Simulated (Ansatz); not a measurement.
Read the following structure.

```
Ti O
1.0
     4.62500    0.00000    0.00000
     0.00000    4.62500    0.00000
     0.00000    0.00000    2.95891
Ti O
2 4
Direct
  0.00000 0.00000 0.00000
  0.50000 0.50000 0.50000
  0.19526 0.19526 0.50000
  0.30474 0.69526 0.00000
  0.69526 0.30474 0.00000
  0.80474 0.80474 0.50000
```

### Characterise the structure given above.

The stoichiometry is TiO₂. The symmetry is that of P4_2/mnm (No. 136), on a primitive tetragonal lattice. The arrangement is known as rutile. One cell contains 2 Ti, 4 O, 6 atoms in all. The polyhedra are TiO6 octahedra; they share corners and edges. Ti is linked to six O in a distorted octahedral arrangement at 1.95 to 1.99 Å. O bonds to three Ti at 1.95 to 1.99 Å. Not all metal-metal contacts are counted. The bonds build a three-dimensional framework.

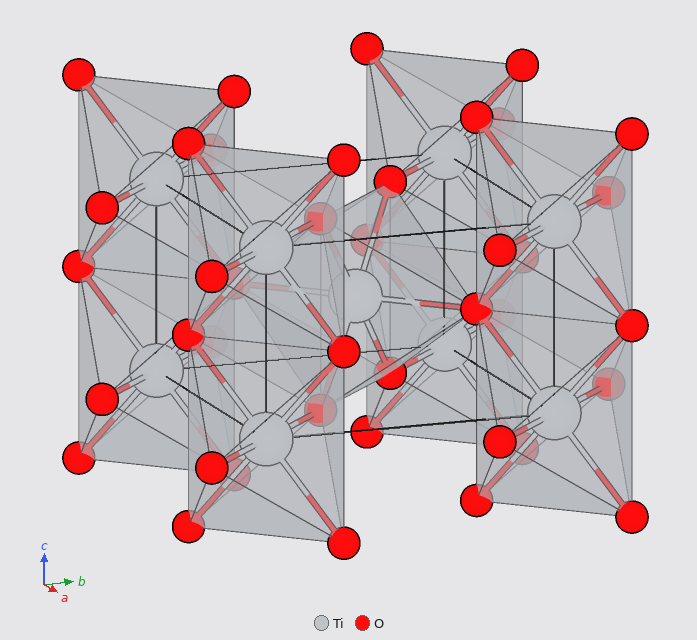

The figure gives a polyhedral picture of the atoms, viewed slightly off an axis. The parallelepiped is the conventional unit cell. Some neighbours outside the box are added. Colours: titanium light grey, oxygen red.

The structure comes from a structure listed in the Materials Project. Earlier steps of the study may have refined or changed the cell and positions. It was the input of a calculation with Ansatz.
